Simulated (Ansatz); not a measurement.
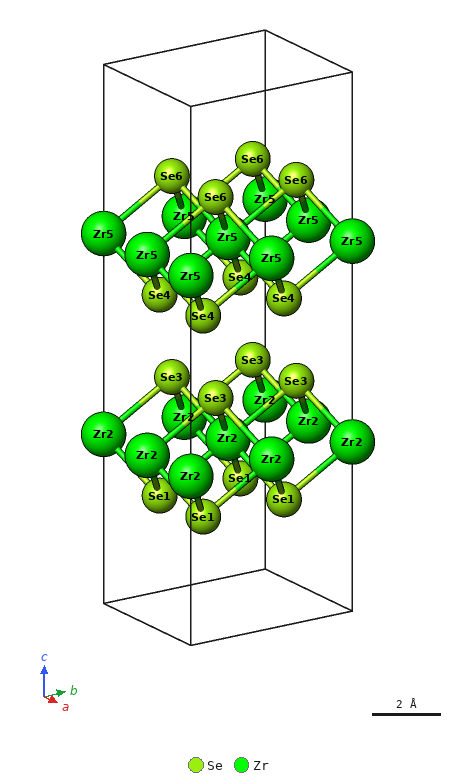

**Figure 1.** The structure as given in the input (ball-and-stick view of the 2 × 2 repeat of the cell, with the vacuum cut short, seen slightly off an axis; atoms are numbered from 1 in the order of the input). Near neighbours in the crystal (not all of them lie inside the picture): Se has 3 Zr at 2.69 Å; Zr has 6 Se at 2.69 Å.

**ZrSe2: a changed input and its effect**

System: ZrSe2 (slab, 6 atoms in the cell).
Method of the first run: DFT HSE06, scalar-relativistic, plane waves, PAW, no spin polarisation (Ansatz 0.2.0).

The structure derives from an entry of the Crystallography Open Database. Text and figures count atoms from 1; the logs count them from 0 in places.

### Input, the first run
```yaml
crystal:
  lattice:
    - [3.7457519663, 0.0, 0.0]
    - [-1.8728759831, 3.2439163591, 0.0]
    - [0.0, 0.0, 44.4653039474]
  atoms:
    - { symbol: Se, position: [0.6666666667, 0.3333333333, 0.3959666885] }
    - { symbol: Zr, position: [0.0, 0.0, 0.4319085176] }
    - { symbol: Se, position: [0.3333333333, 0.6666666667, 0.4677628821] }
    - { symbol: Se, position: [0.6666666667, 0.3333333333, 0.5322371179] }
    - { symbol: Zr, position: [0.0, 0.0, 0.5680914824] }
    - { symbol: Se, position: [0.3333333333, 0.6666666667, 0.6040333115] }
  periodic: [true, true, false]
basis:
  ecutwfc: 420
kpoints:
  mp_grid: { grid: [6, 6, 1] }
  band_path:
    path:
      - [0.0, 0.0, 0.0]
      - [0.5, 0.0, 0.0]
      - [0.3333333333, 0.3333333333, 0.0]
      - [0.0, 0.5, 0.0]
    npoints: 1
hamiltonian:
  xc: hse06
scf:
  occupations: { method: gaussian, width: 0.01 }
  n_extra_bands: 6
output:
  eigenvalues: true
  write_density: true
  write_potential: true
  elf: true
  volumetric_format: npy
```

Command:
```bash
ansatz run input.yaml --threads 4 --pin off --max-ram 10240MiB --backend cpu --events-out ev --progress --plain --runs-dir out
```

Hardware: 4 threads of Intel Xeon @ 2.70GHz, 189 GiB of memory available, shared host.

### Output, shortened to warnings, some set-up lines, iterations and results (the first run)
```
WARN: The output density's exchange-correlation potential varies sharply where the density is thin. Do not read a vacuum level from v_tot or v_xc, or from such a field of the output density. On a cell that repeats whose density bears no net charge and no dipole along the vacuum's axis use v_es (v_loc + v_h of the components); under efield.dipole_correction with no amplitude use v_es + v_field, …
Basis set: ecut = 420 eV, 10637 PW (Γ)
Symmetry: 12 space group operations
k-points: 7 of 36
Initial density: superposition of atomic densities (neutral atoms: chi_scale 0, normalization atom), corrected by the library's trained network
[...]
SCF iter   1: F=—  HF=-30252.016809 eV  |F-HF|=—  |Δ(HF+E_count)|=         —  Δρ=9.96e-4  dr2=3.44e-2  ethr=1.77e-3  ⟨swp⟩=5.9  Hψ=1397  notcnv=0
SCF iter   2: F=—  HF=-30252.058553 eV  |F-HF|=—  |Δ(HF+E_count)|=   4.17e-2  Δρ=2.49e-3  dr2=4.23e-1  ethr=3.90e-5  ⟨swp⟩=6.7  Hψ=1161  notcnv=0
SCF iter   3: F=—  HF=-30252.017185 eV  |F-HF|=—  |Δ(HF+E_count)|=   4.14e-2  Δρ=4.78e-4  dr2=7.91e-3  ethr=3.90e-5  ⟨swp⟩=5.6  Hψ=994  notcnv=0
SCF iter   4: F=—  HF=-30252.016577 eV  |F-HF|=—  |Δ(HF+E_count)|=   6.08e-4  Δρ=2.36e-4  dr2=5.35e-4  ethr=5.99e-7  ⟨swp⟩=3.6  Hψ=1620  notcnv=0
SCF iter   5: F=—  HF=-30252.016843 eV  |F-HF|=—  |Δ(HF+E_count)|=   2.66e-4  Δρ=1.10e-4  dr2=4.15e-5  ethr=5.99e-7  ⟨swp⟩=3.6  Hψ=761  notcnv=0
[... 13 lines ...]
SCF iter   1: F=—  HF=-30263.244118 eV  |F-HF|=—  |Δ(HF+E_count)|=         —  Δρ=2.69e-5  dr2=4.36e-6  ethr=1.36e-6  ⟨swp⟩=5.1  Hψ=771  notcnv=0
SCF iter   2: F=—  HF=-30263.244123 eV  |F-HF|=—  |Δ(HF+E_count)|=   4.25e-6  Δρ=1.56e-5  dr2=1.60e-6  ethr=4.68e-9  ⟨swp⟩=4.4  Hψ=1179  notcnv=0
SCF iter   3: F=—  HF=-30263.244122 eV  |F-HF|=—  |Δ(HF+E_count)|=   3.78e-7  Δρ=2.87e-6  dr2=2.82e-7  ethr=1.41e-11  ⟨swp⟩=4.9  Hψ=1891  notcnv=0
SCF iter   4: F=-30263.244124 eV  HF=-30263.244124 eV  |F-HF|=2.41e-8  |Δ(HF+E_count)|=   1.95e-6  Δρ=3.05e-6  dr2=4.51e-8  ethr=1.41e-11  ⟨swp⟩=5.6  Hψ=1480  notcnv=0  …
SCF 3 converged in 4 iterations: F = -30263.244124 eV  dr2 = 4.51e-8
hybrid outer 2: dexx = +2.634e-6 eV, tail = 1.71e-7 eV, Δε = 3.97e-3 eV (about 2.03e-4 eV left of the loop's levels)
NSCF: frozen V_eff on 4 k-points
WARN: The output density's exchange-correlation potential varies sharply where the density is thin. Do not read a vacuum level from v_tot or v_xc, or from such a field of the output density. On a cell that repeats whose density bears no net charge and no dipole along the vacuum's axis use v_es …
hybrid SCF converged: 2 outer / 13 inner (+7 warm-up), last move |dexx| = 2.63e-6 eV, tail = 1.71e-7 eV
[...]
```

For the second run the input was changed thus:
```diff
-  xc: hse06
+  xc: pbe
+  dispersion: d3bj
+  forces: true
+  stress: true
-  write_density: true
-  write_potential: true
-  elf: true
-  volumetric_format: npy
```

How does the second run compare with the first run?

The total energies belong to different models, so their difference says nothing on which is more stable or more accurate. The gap on the mesh goes from 0.90 to 0.25 eV. The work function goes from 5.57 to 5.36 eV. The functional changes from HSE06 to PBE. The SCF takes 8 iterations against 20. On the same kind of shared host the second run took about 0.015 times as long.

### Output, shortened to warnings, some set-up lines, iterations and results (the second run)
```
Basis set: ecut = 420 eV, 10637 PW (Γ), exchange–correlation on 54×54×600 points (8 copies of the dense FFT grid, shifted against one another)
Symmetry: 12 space group operations
k-points: 7 of 36
Initial density: superposition of atomic densities (neutral atoms: chi_scale 0, normalization atom), corrected by the library's trained network
[...]
SCF iter   1: F=—  HF=-30254.044761 eV  |F-HF|=—  |Δ(HF+E_count)|=         —  Δρ=8.96e-4  dr2=3.08e-2  ethr=1.77e-3  ⟨swp⟩=10.7  Hψ=1589  notcnv=0
SCF iter   2: F=—  HF=-30254.031239 eV  |F-HF|=—  |Δ(HF+E_count)|=   1.35e-2  Δρ=8.30e-4  dr2=3.18e-2  ethr=3.50e-5  ⟨swp⟩=4.1  Hψ=996  notcnv=0  defer=12
SCF iter   3: F=—  HF=-30254.028356 eV  |F-HF|=—  |Δ(HF+E_count)|=   2.88e-3  Δρ=2.51e-4  dr2=4.70e-4  ethr=3.50e-5  ⟨swp⟩=2.1  Hψ=437  notcnv=0  defer=12
SCF iter   4: F=—  HF=-30254.028826 eV  |F-HF|=—  |Δ(HF+E_count)|=   4.70e-4  Δρ=9.50e-5  dr2=4.90e-5  ethr=5.34e-7  ⟨swp⟩=3.3  Hψ=614  notcnv=0  defer=12
SCF iter   5: F=—  HF=-30254.028875 eV  |F-HF|=—  |Δ(HF+E_count)|=   4.88e-5  Δρ=3.14e-5  dr2=1.08e-5  ethr=5.57e-8  ⟨swp⟩=3.1  Hψ=718  notcnv=0  defer=12
SCF iter   6: F=—  HF=-30254.028873 eV  |F-HF|=—  |Δ(HF+E_count)|=   1.41e-6  Δρ=1.42e-5  dr2=3.22e-6  ethr=1.22e-8  ⟨swp⟩=3.0  Hψ=534  notcnv=0  defer=12
SCF iter   7: F=—  HF=-30254.028872 eV  |F-HF|=—  |Δ(HF+E_count)|=   7.85e-7  Δρ=5.09e-6  dr2=2.38e-7  ethr=3.66e-9  ⟨swp⟩=3.0  Hψ=540  notcnv=0  defer=12
SCF iter   8: F=-30254.028873 eV  HF=-30254.028872 eV  |F-HF|=1.13e-7  |Δ(HF+E_count)|=   5.99e-8  Δρ=1.94e-6  dr2=4.84e-8  ethr=1.14e-10  ⟨swp⟩=13.9  Hψ=1667  notcnv=0
SCF 1 converged in 8 iterations: F = -30254.028873 eV  dr2 = 4.84e-8
NSCF: frozen V_eff on 4 k-points
SCF converged after 8 iterations
Free energy (F): -30254.028873 eV
Harris-Foulkes:  -30254.028872 eV  (|F-HF|=1.13e-7)
Internal energy: -30254.028873 eV  (E = F + TS)
E sigma→0 (E₀):  -30254.028873 eV
Fermi energy:    -5.355917 eV
--- Per-component energies (eV) ---
  E_band       = -3047.303624
  E_kinetic    = 1141.588363
  E_local      = -429539.371054  (includes V_loc(G=0)·N_el)
  E_nonlocal   = -2228.247116
  E_hartree    = 213818.518091
  E_xc         = -742.786587
  E_vxc        = -777.827363  (∫ρ·V_xc dr)
  E_paw        = -13550.485955  (= ΣΔE_a)
  E_vpaw       = 719.488049  (= ΣTr[D̂ρ^β])
  E_aug_tail   = -0.002321  (compensation charges beyond the density's cutoff)
  E_ewald      = 200848.770058
  E_disp       = -2.012352  (pairwise vdW)
  E_smearing   = -0.000000  (= −TS)
  E_closure    = -0.000000  (closes the sum)
  Σ components = -30254.028873   (vs F -30254.028873, Δ=0.00e0)
--- Forces (eV/Å), atoms counted from 1 ---
  atom   1  Se    -0.00000000     0.00000000     0.02199941
  atom   2  Zr    -0.00000000    -0.00000000    -0.00435594
  atom   3  Se    -0.00000000    -0.00000000    -0.01399779
  atom   4  Se     0.00000000     0.00000000     0.01399779
  atom   5  Zr    -0.00000000     0.00000000     0.00435594
  atom   6  Se     0.00000000    -0.00000000    -0.02199941
  max |Σ_I F_I| component: 5.20e-18 eV/Å
--- 2D stress c σ (N/m, compression-positive) ---
        0.321452       0.000000       0.000000
       -0.000000       0.321452       0.000000
        0.000000       0.000000       0.000000
  P = ½ c Tr σ = 0.3215 N/m
```

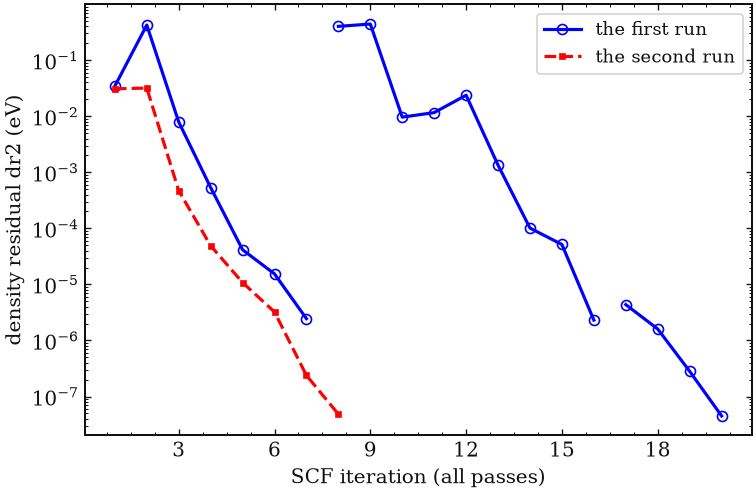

**Figure 2.** Convergence of the two runs: density residual dr2 against the SCF iteration. A break in a curve parts two SCF passes. The first run takes 20 iterations in all, and the second run takes 8.

### The two runs side by side

| quantity | the first run | the second run |
| --- | --- | --- |
| outcome | converged | converged |
| free energy per atom (eV) | −5043.8740 | −5042.3381 |
| gap on the mesh (eV) | 0.90 | 0.25 |
| work function (eV) | 5.57 | 5.36 |
| SCF iterations | 20 | 8 |
| irreducible k-points | 7 | 7 |
| plane waves at Γ | 10637 | 10637 |
| largest force (eV/Å) | – | 0.022 |
| wall time (shared host) | 7 min | 6.3 s |

For the first run: Warnings: the exchange-correlation potential is rough where the density is thin.
